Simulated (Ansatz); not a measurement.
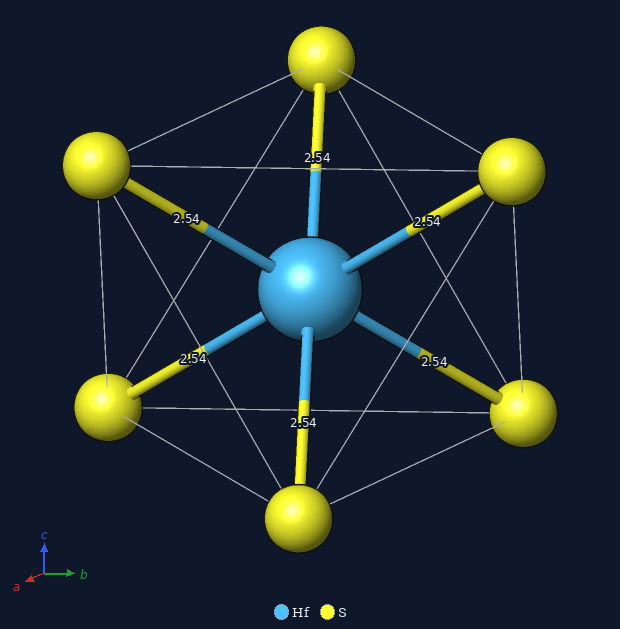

Coordination of Hf in HfS₂ (P-3m1); bond lengths in Å. The shape measure S (0 to 100) is the computed least-squares distance from an ideal polyhedron; S = 0 means ideal. The structure is the input geometry of an electronic-structure calculation and need not be at equilibrium.

Question: What geometry does the central atom have?

Answer: HfS6: an essentially ideal octahedron (coordination number 6, S = 0.02; next best trigonal prism, S = 16.6).

Question: Does the central atom sit at the centroid of its ligands?

Answer: Yes, to within 0.01 Å; the site symmetry is -3m.
